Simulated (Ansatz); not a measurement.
# Nudged elastic band, with input and output: C₁₆HSi₁₆ (charge +1) (part 2 of 3)

The same run, continued: C₁₆HSi₁₆ (defect cell, 33 atoms in the cell, total charge +1); DFT PBE, scalar-relativistic, plane waves, PAW, no spin polarisation (Ansatz 0.2.0); cutoff 420 eV, 2×2×2 k-mesh, Gaussian smearing of 0.02 eV. The structure derives from a Materials Project entry. It belongs to a series of runs on one base structure; here: climbing-image band for the jump of H by 1.03 A.

**What the program printed, continued**
```
NEB image 5
iter 1 solved again at ethr=6.23e-7 eV; its pass at ethr=3.10e-3 eV (dr2=7.97e-4 eV) is discarded
SCF iter   1: F=—  HF=-14218.883790 eV  |F-HF|=—  |Δ(HF+E_count)|=         —  Δρ=4.81e-4  dr2=8.22e-4  ethr=6.23e-7  ⟨swp⟩=4.5  Hψ=1432  notcnv=0
SCF iter   2: F=—  HF=-14218.883589 eV  |F-HF|=—  |Δ(HF+E_count)|=   2.01e-4  Δρ=2.34e-4  dr2=1.70e-4  ethr=6.23e-7  ⟨swp⟩=1.5  Hψ=390  notcnv=0
SCF iter   3: F=—  HF=-14218.883538 eV  |F-HF|=—  |Δ(HF+E_count)|=   5.13e-5  Δρ=3.19e-5  dr2=2.51e-6  ethr=1.33e-7  ⟨swp⟩=2.0  Hψ=636  notcnv=0
SCF iter   4: F=—  HF=-14218.883450 eV  |F-HF|=—  |Δ(HF+E_count)|=   8.75e-5  Δρ=1.13e-5  dr2=2.84e-7  ethr=1.96e-9  ⟨swp⟩=2.0  Hψ=612  notcnv=0
SCF iter   5: F=-14218.883450 eV  HF=-14218.883450 eV  |F-HF|=4.25e-9  |Δ(HF+E_count)|=   4.69e-8  Δρ=4.67e-6  dr2=5.37e-8  ethr=7.81e-11  ⟨swp⟩=4.0  Hψ=1092  notcnv=0
SCF 32 converged in 5 iterations: F = -14218.883450 eV  dr2 = 5.37e-8
NEB image 1
NSCF: frozen V_eff on 4 k-points
NEB image 2
NSCF: frozen V_eff on 4 k-points
NEB image 4
NSCF: frozen V_eff on 4 k-points
NEB image 5
NSCF: frozen V_eff on 4 k-points
NEB image 3
NSCF: frozen V_eff on 4 k-points
the band table was solved once a step of the walk had ended and its energy, with any forces and stress, was formed, with the checks that follow a solve (1777 applications of the Hamiltonian). They found nothing against the state; the energy, forces and stress were not computed again (output.eigenvalues in the input reference)
NEB iter   6: max|band force component| = 4.195e-2 eV/Å  barrier→ = 0.5095 eV  barrier← = 0.5095 eV  CI = image 3  Δτ_max = 0.0000 Å  (22 SCF iters)
```

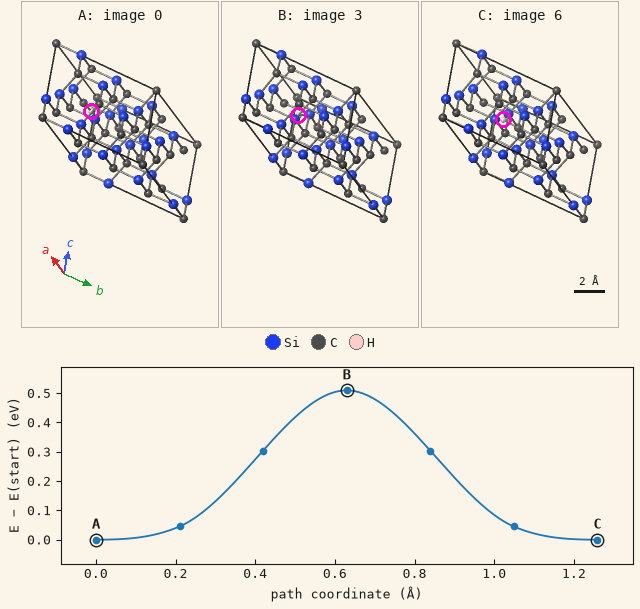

Fig. 1: Images of the last band (counted from 0; ball-and-stick, simulation cell, seen at an oblique angle), with the moving atom and its periodic copies ringed, above the energy along the path; the line is a cubic interpolation that uses the forces. The highest image is number 3, 0.510 eV above the start and 0.510 eV above the end (the climbing image); start and end have the same energy. The path is 1.26 Å long, and H33 moves most (1.03 Å). The band converged in 6 iterations.

```
SCF converged after 4 iterations
Free energy (F): -14218.419058 eV
Harris-Foulkes:  -14218.419058 eV  (|F-HF|=1.39e-9)
Internal energy: -14218.419058 eV  (E = F + TS)
E sigma→0 (E₀):  -14218.419058 eV
Fermi energy:    10.066594 eV
--- Per-component energies (eV) ---
  E_band       = 439.150800
  E_kinetic    = 2158.044477
  E_local      = -1684.092032  (includes V_loc(G=0)·N_el)
  E_nonlocal   = 823.950435
  E_hartree    = 515.263698
  E_xc         = -1682.963873
  E_vxc        = -1743.418112  (∫ρ·V_xc dr)
  E_paw        = -9791.804908  (= ΣΔE_a)
  E_vpaw       = -145.860567  (= ΣTr[D̂ρ^β])
  E_aug_tail   = -0.000735  (compensation charges beyond the density's cutoff)
  E_ewald      = -4556.816120
  E_smearing   = -0.000000  (= −TS)
  E_closure    = -0.000000  (closes the sum)
  E_deformation_potential = 17.897145  (in the stress; not in F)
  Σ components = -14218.419058   (vs F -14218.419058, Δ=0.00e0)
--- Forces (eV/Å), atoms counted from 1 ---
  atom   1  Si    -0.00026258     0.00260162    -0.00021791
  atom   2  Si     0.00061545    -0.00395769     0.00008897
  atom   3  Si     0.00021430     0.00309127     0.00021488
  atom   4  Si     0.00027964    -0.00323798    -0.00034656
  atom   5  Si     0.00036447     0.00243523    -0.00069518
  atom   6  Si    -0.00003852     0.00327642    -0.00003884
  atom   7  Si     0.00072447    -0.00325688    -0.00096450
  atom   8  Si     0.00006451     0.00270081     0.00006471
  atom   9  Si    -0.00021724     0.00260178    -0.00026279
  atom  10  Si    -0.00034693    -0.00323800     0.00027918
  atom  11  Si     0.00169404     0.00041510     0.00169309
  atom  12  Si    -0.00117010    -0.00441542    -0.00033222
  atom  13  Si    -0.00096393    -0.00325710     0.00072473
  atom  14  Si     0.00009004    -0.00395832     0.00061622
  atom  15  Si    -0.00069605     0.00243486     0.00036498
  atom  16  Si    -0.00033129    -0.00441491    -0.00116909
  atom  17  C      0.00025524    -0.00016131     0.00050025
  atom  18  C     -0.00055505     0.00093914     0.00030146
  atom  19  C      0.00050044    -0.00016114     0.00025538
  atom  20  C     -0.00029621     0.00110846    -0.00029604
  atom  21  C      0.00158894     0.00080527    -0.00084446
  atom  22  C     -0.00018212     0.00060970     0.00025677
  atom  23  C      0.00004586     0.00030934     0.00004608
  atom  24  C      0.00012813    -0.00025372    -0.00054523
  atom  25  C     -0.00054509    -0.00025438     0.00012864
  atom  26  C      0.00030134     0.00093867    -0.00055467
  atom  27  C     -0.00084397     0.00080569     0.00158852
  atom  28  C     -0.00023982    -0.00050995    -0.00023994
  atom  29  C      0.00105567     0.00121402    -0.00044276
  atom  30  C      0.00055986    -0.00078898     0.00056046
  atom  31  C      0.00025676     0.00060952    -0.00018218
  atom  32  C     -0.00044302     0.00121450     0.00105613
  atom  33  H     -0.00160198     0.00387149    -0.00160184
  max |Σ_I F_I| component: 1.17e-4 eV/Å
--- Band table (eV) ---
  k-point 0: bands = ["-5.3699", "-4.7562", "-4.7334", "-4.7266", "-2.8591", "-2.1783", "-2.1393", "-2.1372", "-2.0253", "-2.0215", "-2.0183", "-2.0128", "-2.0076", "-2.0048", "-1.9870", "-1.9739", "1.4249", "2.1667", "2.2199", "2.2838", "2.3203", "2.3479", "2.3488", "2.3589", "2.3718", "2.4023", "2.4143", "2.4184", "4.3681", "5.0256", "5.0352", "5.0679", "5.1876", "5.3053", "5.3380", "5.3840", "5.3987", "5.4274", "5.4409", "5.4497", "5.4539", "5.4809", "5.4839", "5.4875", "6.7595", "6.9568", "6.9730", "7.0163", "7.0254", "7.0440", "7.0712", "7.0781", "7.0835", "7.1039", "7.1177", "7.1277", "8.6412", "8.6485", "8.6621", "8.7349", "8.7528", "8.7561", "8.7615", "8.7645", "12.0391", "12.7658", "12.9079", "13.0519", "13.0538", "13.0558", "13.0684", "13.1040", "13.1100", "13.1147", "13.1291", "13.1460", "14.6989", "15.0728", "15.1883", "15.2068", "15.7866", "16.7403", "16.9059", "17.0124", "17.0940", "17.1085", "17.1277", "17.1890", "17.1960", "17.2107", "17.2183", "17.2294", "17.2400", "17.2415", "17.2685", "17.2913", "17.3388"]
  k-point 1: bands = ["-5.7383", "-4.5689", "-3.9789", "-3.9641", "-3.9625", "-3.0558", "-2.7395", "-2.7353", "-2.7194", "-2.5805", "-1.7943", "-1.5547", "-1.5536", "-1.5222", "-0.9096", "-0.9022", "1.1331", "1.7714", "1.8649", "1.8902", "1.9161", "1.9243", "2.4989", "2.5207", "2.5396", "2.5858", "3.3661", "3.6151", "4.1338", "4.1620", "4.1771", "4.7826", "4.8036", "4.8299", "4.8931", "5.0564", "5.3428", "5.3547", "5.3734", "6.0951", "6.4103", "6.4212", "6.4921", "6.5123", "6.5244", "6.5352", "6.5737", "6.5781", "6.5781", "6.8403", "6.9544", "6.9672", "6.9809", "8.0316", "8.0338", "8.0641", "8.0656", "8.1960", "8.2064", "8.2085", "8.2374", "8.2617", "8.6199", "8.6430", "11.3686", "12.3165", "12.4438", "12.8271", "14.1936", "14.3145", "14.3290", "14.3880", "14.5261", "14.6005", "14.6481", "14.6762", "14.7012", "15.0396", "15.0824", "15.1075", "15.1138", "15.3583", "15.4533", "15.9223", "16.3801", "16.4513", "16.4641", "16.4735", "16.6700", "16.7461", "16.8722", "16.9202", "17.0597", "17.1786", "17.2065", "17.2707", "17.3179"]
  k-point 2: bands = ["-5.7397", "-4.5390", "-4.0544", "-3.9720", "-3.9321", "-3.0327", "-2.7753", "-2.7460", "-2.6928", "-2.5384", "-1.7445", "-1.5973", "-1.5705", "-1.4994", "-0.9737", "-0.9056", "1.2408", "1.7612", "1.8516", "1.8862", "1.9197", "1.9365", "2.3789", "2.5027", "2.5671", "2.6021", "3.3108", "3.7080", "4.1051", "4.1583", "4.1810", "4.6892", "4.8221", "4.8873", "4.8998", "5.1660", "5.3160", "5.3307", "5.3539", "6.1158", "6.3943", "6.4566", "6.4909", "6.5106", "6.5452", "6.5495", "6.5722", "6.5743", "6.6269", "6.8634", "6.9095", "6.9375", "6.9800", "7.9493", "7.9927", "8.0609", "8.0667", "8.1823", "8.2034", "8.2155", "8.2201", "8.2653", "8.6190", "8.6738", "11.4201", "12.2991", "12.3904", "13.0353", "14.1916", "14.2690", "14.3338", "14.3714", "14.4490", "14.6130", "14.6541", "14.7209", "14.8035", "15.0121", "15.0699", "15.1111", "15.1180", "15.3209", "15.4502", "15.8058", "16.2944", "16.3963", "16.4380", "16.4820", "16.5869", "16.7911", "16.8126", "16.9071", "17.0814", "17.1597", "17.1957", "17.2193", "17.3764"]
  k-point 3: bands = ["-5.7397", "-4.5390", "-4.0544", "-3.9720", "-3.9321", "-3.0327", "-2.7753", "-2.7460", "-2.6928", "-2.5384", "-1.7445", "-1.5973", "-1.5705", "-1.4994", "-0.9737", "-0.9056", "1.2408", "1.7612", "1.8516", "1.8862", "1.9197", "1.9365", "2.3789", "2.5027", "2.5671", "2.6021", "3.3108", "3.7080", "4.1051", "4.1583", "4.1810", "4.6892", "4.8221", "4.8873", "4.8998", "5.1660", "5.3160", "5.3307", "5.3539", "6.1158", "6.3943", "6.4566", "6.4909", "6.5106", "6.5452", "6.5495", "6.5722", "6.5743", "6.6269", "6.8634", "6.9095", "6.9375", "6.9800", "7.9493", "7.9927", "8.0609", "8.0667", "8.1823", "8.2034", "8.2155", "8.2201", "8.2653", "8.6190", "8.6738", "11.4201", "12.2991", "12.3904", "13.0353", "14.1916", "14.2690", "14.3338", "14.3714", "14.4490", "14.6130", "14.6541", "14.7209", "14.8035", "15.0121", "15.0699", "15.1111", "15.1180", "15.3209", "15.4502", "15.8058", "16.2944", "16.3963", "16.4380", "16.4820", "16.5869", "16.7911", "16.8126", "16.9071", "17.0814", "17.1597", "17.1957", "17.2193", "17.3764"]
this run last wrote the band of iteration 6 to [file]
--- NEB band (7 images, 6 band iterations, 187 SCF iterations) ---
  forward barrier  = 0.509501 eV
  backward barrier = 0.509501 eV
  lagrangian_above_aufbau_ev (what the smearing adds, to first order; not taken off the barriers): saddle image +0.000000 eV, end points +0.000000 and +0.000000 eV
  climbing image's point = of an order that was not read
  energies are F+E_penalty+E_count in eV, relative to image 0
  image     s (Å)  Δ vs image 0  max|band force component| (eV/Å)
      0    0.0000      0.000000                                 —
      1    0.2099      0.045109                          4.195e-2
      2    0.4198      0.304081                          8.493e-3
  *   3    0.6294      0.509501                          4.419e-3
      4    0.8391      0.304082                          8.493e-3
      5    1.0489      0.045109                          4.195e-2
      6    1.2588     -0.000000                                 —
  climbing-image geometry (image 3):
  cell:  # Å, volume = 336.0476 Å³
    - [-4.3797259407, -4.3797259407, 4.3797259407]
    - [4.3797259407, -4.3797259407, -4.3797259407]
    - [4.3797259407, 4.3797259407, 4.3797259407]
  atoms:
    - { symbol: Si, position: [0.24876669906397364, 0.7487685999492415, 0.25007064289584086] }
    - { symbol: Si, position: [-0.006373578623890541, 0.7429550835749368, 0.4951349961761123] }
    - { symbol: Si, position: [0.4973880579875969, 0.4973880603219902, 0.24924525908694012] }
    - { symbol: Si, position: [0.24973851542875283, 0.501761281440983, 0.4987461860162412] }
    - { symbol: Si, position: [0.001272139630273006, 0.4984839314995553, 0.7500764857447199] }
    - { symbol: Si, position: [0.7483286330856775, 0.7483286321214121, 0.7500566049065862] }
    - { symbol: Si, position: [0.5010555316458347, 0.7530633714094902, 0.001378655872000728] }
    - { symbol: Si, position: [-0.0018094776305060123, -0.0018094765992083817, 0.25085740791541056] }
    - { symbol: Si, position: [0.7487686004882905, 0.24876669879988847, 0.2500706437999428] }
    - { symbol: Si, position: [0.5017612811265404, 0.2497385147783776, 0.498746186265937] }
    - { symbol: Si, position: [0.2702214574432197, 0.27022145535831654, 0.750013810113626] }
    - { symbol: Si, position: [-0.0021209029203523577, 0.24856633073084589, 0.005009105587747739] }
    - { symbol: Si, position: [0.7530633713224247, 0.5010555323937503, 0.0013786563646425443] }
    - { symbol: Si, position: [0.7429550756755076, -0.0063735846705561955, 0.49513499004908] }
    - { symbol: Si, position: [0.49848392844683986, 0.0012721401784321351, 0.7500764862176719] }
    - { symbol: Si, position: [0.2485663306616422, -0.0021209030388619904, 0.0050090986090989] }
    - { symbol: C, position: [0.24832023653043062, 0.4990631210475748, 0.2487993278005663] }
    - { symbol: C, position: [-0.00043634695014792496, 0.4975609152023132, 0.5003968824971936] }
    - { symbol: C, position: [0.49906311981189333, 0.24832023565351266, 0.24879932509287864] }
    - { symbol: C, position: [0.2515797248245169, 0.25157972438784426, 0.49610614819114096] }
    - { symbol: C, position: [0.0024232794565108295, 0.23850463679467482, 0.7500647888325991] }
    - { symbol: C, position: [0.7510255210889832, 0.49752207020199657, 0.750064355587188] }
    - { symbol: C, position: [0.5054931693568784, 0.505493169868718, 0.003973060036230088] }
    - { symbol: C, position: [1.000320962259374, 0.7495795235968107, 0.2513251771891085] }
    - { symbol: C, position: [0.7495795167315193, 0.0003209569941295676, 0.25132517292983003] }
    - { symbol: C, position: [0.497560907603445, -0.00043634977579953046, 0.5003968793869681] }
    - { symbol: C, position: [0.23850464051024828, 0.002423279796447353, 0.7500647874450019] }
    - { symbol: C, position: [-0.002146355054237627, -0.0021463575530051918, 0.0017195379887492757] }
    - { symbol: C, position: [0.7472362402910242, 0.2492392993865742, -0.0002568524995033017] }
    - { symbol: C, position: [0.7461866498656023, 0.7461866520005593, 0.4983915181374018] }
    - { symbol: C, position: [0.4975220717497419, 0.7510255204931093, 0.7500643559073396] }
    - { symbol: C, position: [0.2492392983123569, 0.7472362463592133, -0.00025685464808375413] }
    - { symbol: H, position: [0.08276471338003716, 0.0827646998967343, 0.7502884353037931] }
```

**The last band as extended XYZ (Å, eV, eV/Å)**
```
33
Lattice="-4.3797 -4.3797 4.3797 4.3797 -4.3797 -4.3797 4.3797 4.3797 4.3797" Properties=species:S:1:pos:R:3:forces:R:3 image=0 energy=-14218.92856
Si    3.2816   -3.2774   -1.0862   -0.0002  -0.0001  -0.0005
Si    5.3944   -1.0485   -1.1277   -0.0007  -0.0002   0.0000
Si    1.0962   -3.2781    1.0910   -0.0012   0.0004  -0.0004
Si    3.2826   -1.1048    1.0854   -0.0005  -0.0004  -0.0015
Si    5.4809    1.0964    1.0887    0.0003  -0.0007  -0.0002
Si    3.2884   -3.2814    3.2812   -0.0010  -0.0007   0.0010
Si    1.1043   -5.4843   -1.0922    0.0016  -0.0003   0.0006
Si    1.0989    1.1017    1.0936    0.0002   0.0003   0.0008
Si   -1.1033   -3.2779    3.2887    0.0006  -0.0001   0.0000
Si    1.0977   -1.1052    3.2909   -0.0003  -0.0004  -0.0004
Si    3.3350    0.9807    3.2335    0.0014   0.0009  -0.0008
Si    1.1016   -1.0945   -1.0929    0.0001  -0.0008   0.0017
Si   -1.1009   -5.4850    1.0923    0.0004  -0.0001   0.0004
Si   -1.0966   -1.0941    5.4684   -0.0016  -0.0008  -0.0002
Si    1.0889    1.0714    5.4820    0.0048   0.0050  -0.0040
Si   -1.0622   -1.0475    1.1773    0.0002  -0.0006   0.0011
C     2.1883   -2.1880   -0.0015    0.0004   0.0007  -0.0003
C     4.3630    0.0113    0.0071   -0.0016  -0.0004  -0.0004
C     0.0018   -2.1951    2.1997    0.0009   0.0002   0.0005
C     2.1801   -0.0187    2.1817   -0.0006  -0.0010  -0.0006
C     4.3763    2.1812    2.1933    0.0001  -0.0009  -0.0003
C     2.1939   -2.1926    4.3757    0.0001  -0.0008   0.0001
C     0.0075   -4.3979    0.0096    0.0003  -0.0011   0.0000
C    -0.0097   -6.5747    2.1879   -0.0006  -0.0004  -0.0014
C    -2.1881   -2.1879    4.3814    0.0003   0.0007  -0.0002
C     0.0115    0.0073    4.3752    0.0009   0.0003   0.0006
C     2.2128    2.2407    4.3557   -0.0034  -0.0007   0.0027
C    -0.0003    0.0004    0.0062    0.0001   0.0005   0.0014
C    -2.1850   -4.3730    2.1793   -0.0009   0.0004  -0.0008
C     2.1840   -4.3791    2.1899   -0.0011   0.0006  -0.0004
C     4.3980   -2.1884    2.1720    0.0010  -0.0002  -0.0009
C     2.1825   -4.3680   -2.1724    0.0004  -0.0003   0.0014
H     2.9284    2.7460    3.6553   -0.0004   0.0010   0.0010
```
